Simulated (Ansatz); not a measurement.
# Ga$_{5}$As$_{2}$P$_{3}$: what the fields show

```cif
data_structure
_symmetry_space_group_name_H-M 'P 1'
_symmetry_Int_Tables_number 1
_cell_length_a 3.9581
_cell_length_b 3.9581
_cell_length_c 28.0282
_cell_angle_alpha 90.000
_cell_angle_beta 90.000
_cell_angle_gamma 90.000
_cell_volume 439.11
loop_
_atom_site_label
_atom_site_type_symbol
_atom_site_fract_x
_atom_site_fract_y
_atom_site_fract_z
_atom_site_occupancy
Ga1 Ga 0.50000 0.50000 0.39544 1
Ga2 Ga 0.00000 0.00000 0.89544 1
Ga3 Ga 0.00000 0.00000 0.29844 1
Ga4 Ga 0.50000 0.50000 0.79844 1
Ga5 Ga 0.50000 0.50000 0.20156 1
Ga6 Ga 0.00000 0.00000 0.70156 1
Ga7 Ga 0.00000 0.00000 0.10456 1
Ga8 Ga 0.50000 0.50000 0.60456 1
Ga9 Ga 0.50000 0.50000 0.00000 1
Ga10 Ga 0.00000 0.00000 0.50000 1
P1 P 0.50000 0.00000 0.25000 1
P2 P 0.00000 0.50000 0.75000 1
P3 P 0.00000 0.50000 0.15303 1
P4 P 0.50000 0.00000 0.65303 1
P5 P 0.00000 0.50000 0.34697 1
P6 P 0.50000 0.00000 0.84697 1
As1 As 0.50000 0.00000 0.05224 1
As2 As 0.00000 0.50000 0.55224 1
As3 As 0.50000 0.00000 0.44776 1
As4 As 0.00000 0.50000 0.94776 1
```

Space group I-4m2; a structure generated by program, which may or may not match a known phase; computed pressure about −3 GPa in this cell.

These are results of DFT r2SCAN, scalar-relativistic, plane waves, PAW (Ansatz 0.2.0), not measurements.

Core electrons are frozen (PAW), and the valence fields are smoothed inside the atomic spheres.

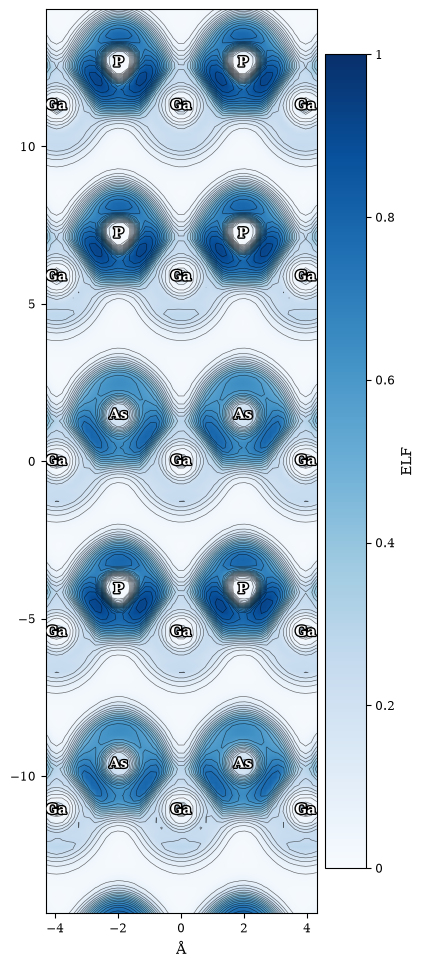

Figure 1. ELF on the (100) plane of the conventional cell.

Read the bonding off the picture.

Answer. Atoms in the plane: Ga, P and As. Ga–P (2.40 Å): the ELF peaks at about 0.90 in the valence shell of P, 0.9 Å from its nucleus, and is about 0.80 at the midpoint. Ga–As (2.46 Å): the ELF peaks at about 0.80 between the atoms: a shared electron pair.

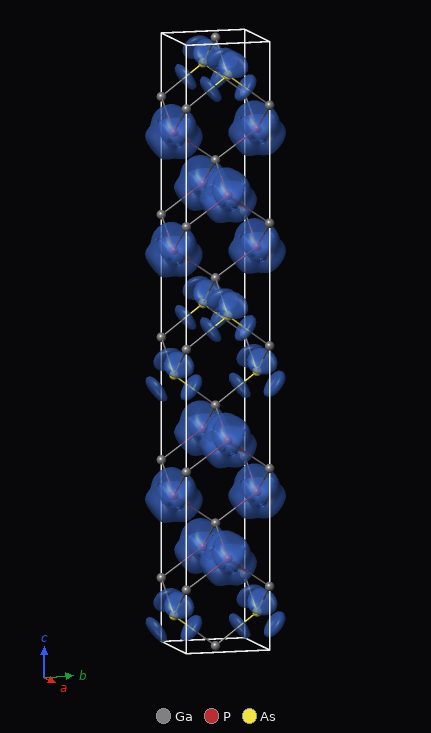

Figure 2. Isosurface of the ELF at 0.7 (blue), seen slightly off an axis. Only the valence region is drawn (cores and ρ < 0.01 e/Å³ removed). Sticks mark near contacts.

Where are the electrons localised?

Answer. The ELF exceeds this value in 16 regions between bonded As–Ga atoms (shared pairs) and six regions on P in which the atom's valence shell and bonds are merged, counted in one cell of 20 atoms. Regions shared between cells count once.

Which way does charge flow, and how much by Bader's partition?

Answer. Electrons move from Ga towards P and As. Bader charges: Ga +0.76 to +0.90, P −0.90 and As −0.77 e.

Does the calculation make it a metal, or give it a gap?

Answer. It is gapped, with a Kohn–Sham gap of 1.4 eV on the k-point mesh, an upper bound to the gap of this method.
